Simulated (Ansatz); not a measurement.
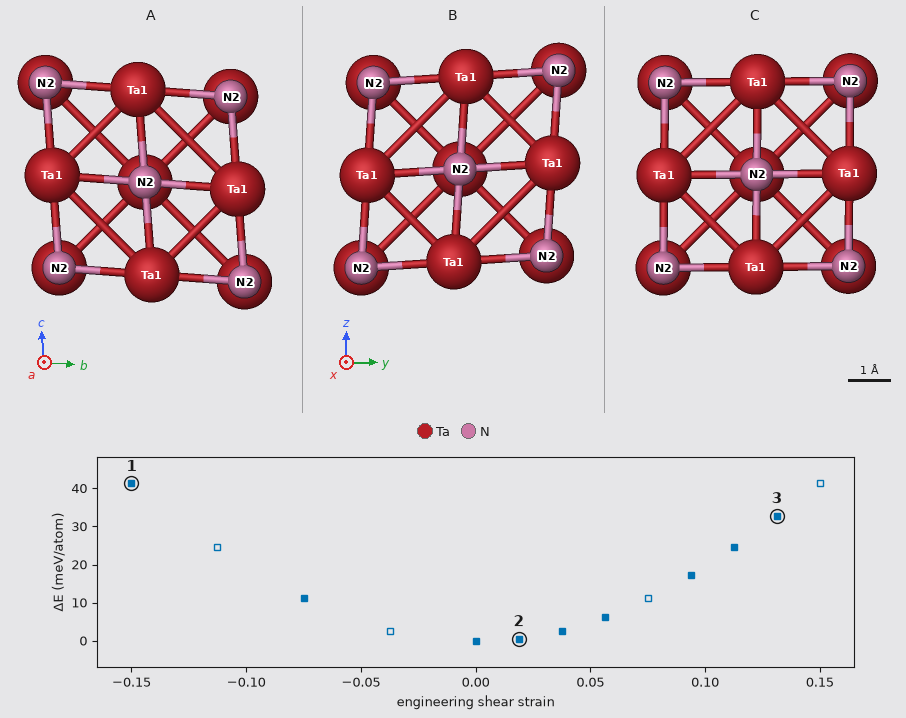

A scan of crystalline TaN (Fm-3m): the cell is strained in shear in the yz plane, with the atoms kept at their fractional coordinates. x, y and z are the Cartesian axes of the input. The frames are shuffled; the numbered points of the plot belong to them. Hollow markers are points alike by symmetry, not computed again. A ball-and-stick model of the conventional cell (4 times the calculation's cell), seen along the a axis. Lengths and directions refer to the drawn axes.

Theory: Ansatz 0.2.0, DFT PBE, scalar-relativistic, plane waves, PAW. (plane-wave cutoff 420 eV; k-point mesh 24 × 24 × 24; occupations gaussian; smearing width 0.15 eV; no spin polarisation). Energies (free energies at the smearing named) are counted from the relaxed crystal.

Which frame belongs to which numbered point?

Point 1 is frame A (the strain −0.15, 41.3 meV/atom); 2 is frame C (the strain 0.0187, 0.6 meV/atom); 3 is frame B (the strain 0.1312, 32.8 meV/atom). Of the computed points the lowest is at the strain 0.00, 0.0 meV/atom. The distortion takes the space group from Fm-3m to Immm. At the strain −0.15 the cell of the drawing goes b 4.417 → 4.430 Å, c 4.417 → 4.430 Å, α 90.0° → 98.6°.
